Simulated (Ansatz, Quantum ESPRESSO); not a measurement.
# 2H-WSe2, 1 layer: the energy at a withheld member of a series

Method. Quantum ESPRESSO 7.5, PBE, GBRV ultrasoft. Cell and atoms are first relaxed; each strained cell is then held and the atoms relax in it. A periodic run with 15 Å of vacuum in the starting cell gives the vacuum levels, and bands follow along a path. The bands are repeated with spin-orbit coupling and fully relativistic files. The series steps biaxial strain. Energies count from the lowest.

```
biaxial strain  energy (eV)
          -4 %       0.1533
          -3 %       0.0853
          -2 %       0.0379
          -1 %       0.0099
           0 %       0.0000
           1 %       0.0072
           2 %       0.0302
           3 %       0.0684
```

**Question.** What is the energy at 4 %?

**Worked estimate.** The rows at 2 % and 3 % give a slope of (0.0684 − (0.0302))/(3 − (2)) = 0.0382, so a straight line gives 0.1066 eV. A parabola through these and the row at 1 % gives 0.1218 eV.

What the calculation gave: 0.1208 eV. The line misses by −0.0142 and the parabola by +0.0010 eV. The parabola does better.

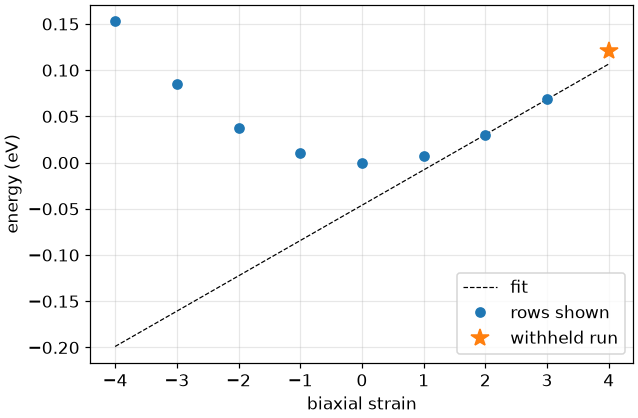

The rows shown, the fit and the withheld run.

Caveats: Semilocal gaps are too small; the 1×1 cell can't ripple over many cells under compression as a free sheet would. These values are without spin-orbit coupling.

[Logs are printed without paths, hosts, clocks, repeated set-up lines and the standing remarks that a program may print on its own settings, such as how far it seeks lower states.]
